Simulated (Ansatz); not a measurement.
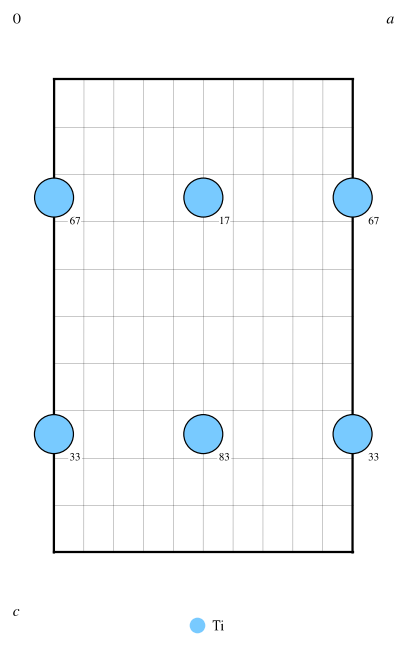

Plan of a unit cell projected along b (c down the page, a across); the numbers are heights in hundredths of b, and atoms on the cell's edges are repeated. The grid marks tenths of c and a. Source: the input geometry of an electronic-structure calculation (not necessarily at equilibrium); the starting structure was generated, so it need not be a known form of this composition. The drawing is computed from the coordinates (standard cell, symmetry found to 0.002 Å).

a = 2.959 Å, b = 5.127 Å, c = 4.688 Å, α = 90.00°, β = 90.03°, γ = 90.00°.

> What does the cell contain?

4 Ti: Ti, Z = 4.

> Give the fractional coordinates of all atoms, to two places.

| atom | x | y | z |
| --- | --- | --- | --- |
| Ti | 0.00 | 0.33 | 0.75 |
| Ti | 0.50 | 0.17 | 0.25 |
| Ti | 0.50 | 0.83 | 0.75 |
| Ti | 0.00 | 0.67 | 0.25 |
